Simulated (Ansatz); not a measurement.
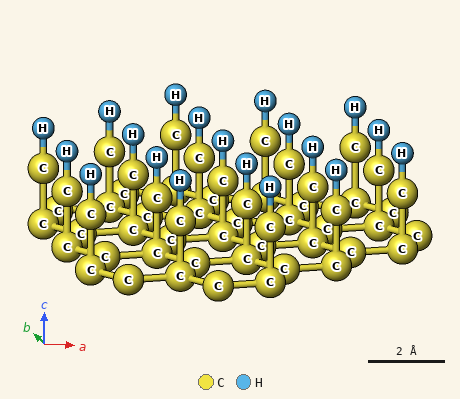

This is the input geometry for a constrained relaxation of a slab of composition HC9 (cut from the P6_3/mmc phase). A ball-and-stick model of the atoms within 5.8 Å of the atom that moves most (axes of the 2 × 3 repeat of the cell, outlined in the plane, without the vacuum), seen slightly off an axis.

Case: CH put at a top C site. The slab is the (0 0 1) face of C with CH on it. 4 atoms are held fixed.

All numbers below come from DFT PBE+D3(BJ), scalar-relativistic, plane waves, PAW in Ansatz.

Input
```yaml
crystal:
  lattice:
    - [2.4649796696, 0.0, 0.0]
    - [-1.2324898348, 2.1347350137, 0.0]
    - [0.0, 0.0, 30.2076501055]
  atoms:
    - { symbol: C, position: [0.0, 0.0, 0.2813856823] }
    - { symbol: C, position: [0.6666666667, 0.3333333333, 0.2813856745] }
    - { symbol: C, position: [0.0, 0.0, 0.3929208932] }
    - { symbol: C, position: [0.3333333333, 0.6666666667, 0.3929208853] }
    - { symbol: C, position: [0.0, 0.0, 0.504456104] }
    - { symbol: C, position: [0.6666666667, 0.3333333333, 0.5044560961] }
    - { symbol: C, position: [0.0, 0.0, 0.6159913148] }
    - { symbol: C, position: [0.3333333333, 0.6666666667, 0.615991307] }
    - { symbol: C, position: [0.0, 0.0, 0.6663096943] }
    - { symbol: H, position: [0.0, 0.0, 0.702724311] }
basis:
  ecutwfc: 420
kpoints:
  mp_grid: { grid: [12, 12, 1] }
hamiltonian:
  xc: pbe
  dispersion: d3bj
scf:
  occupations: { method: gaussian, width: 0.1 }
output:
  forces: true
  eigenvalues: true
  write_density: true
  write_potential: true
  elf: true
  volumetric_format: npy
relax:
  adjacent_minimum: "off"
  f_tol: 0.03
  max_steps: 70
  constraints: [{ sites: [0, 1, 2, 3] }]
efield:
  axis: 3
  dipole_correction: true
  ramp_width: 0.04
```

Run as
```bash
ansatz run input.yaml --threads 2 --pin off --max-ram 5120MiB --backend cpu --events-out ev --progress --plain --runs-dir out
```

Predict the outcome.

The largest move is that of H10, 1.70 Å along the normal (+c). Largest moves by element: H 1.70 Å, C 1.68 Å. The lattice vectors keep their values. Among the contacts that change: C7–C9 1.520 → 3.199 Å, C8–C9 2.082 → 3.503 Å, C9–H10 1.100 → 1.123 Å. Bonds break, among them: C7–C9 (1.52 → 3.20 Å). After 12 geometry steps the energy has fallen by 1.973 eV per cell of the calculation. Largest force component: 4.1 eV/Å at the start, 0.0058 eV/Å at the end.

The end point in the same view:

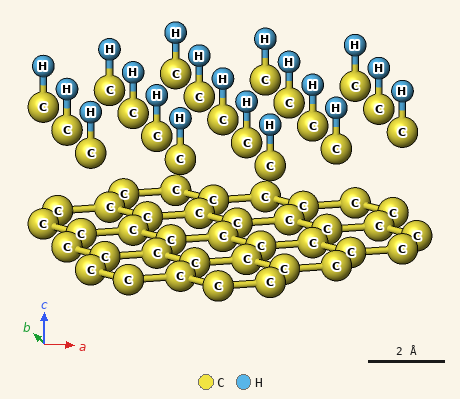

Limits of the set-up: the periodic images lie only 2.5 Å apart, so the values are limited by the cell's size.
